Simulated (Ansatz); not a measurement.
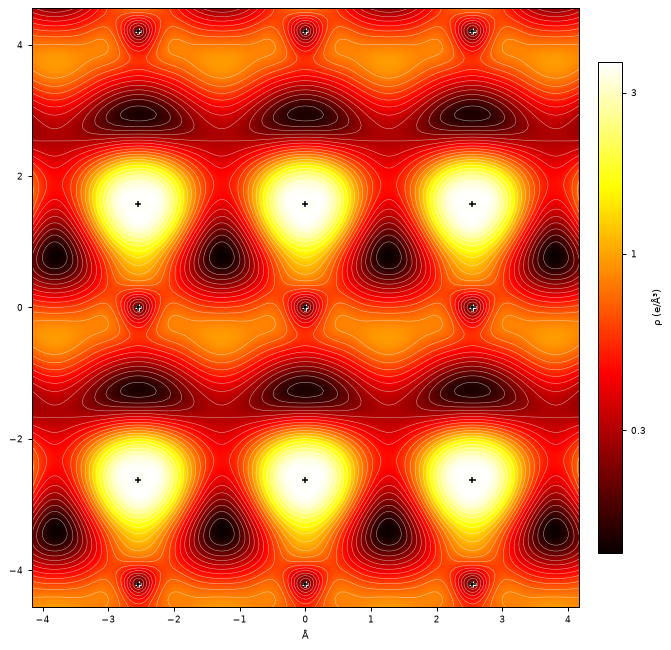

The valence pseudo-density on a plane through atoms (crosses mark nuclei in the plane).

Computed with Ansatz 0.2.0, DFT, HSE06, plane waves, PAW.

Candidates:
A. Ge, a = 4.04 Å, b = 4.04 Å, c = 6.66 Å, α = 90.00°, β = 90.00°, γ = 120.00°. Space group P6₃/mmc; started from the lonsdaleite (2H) prototype, which need not be the ambient phase; changed on purpose from its base cell (hydrostatic strain +1.0%).
B. BN, a = 2.54 Å, b = 2.54 Å, c = 4.21 Å, α = 90.00°, β = 90.00°, γ = 120.00°. Space group P6₃mc; started from the wurtzite prototype, which need not be the ambient phase; computed pressure about −4 GPa in this cell.

> Which system is this?

Candidate B: BN on the (010) plane of the conventional cell, which holds B and N. B–N (1.58 Å): ρ at the midpoint is about 1.4 e/Å³.
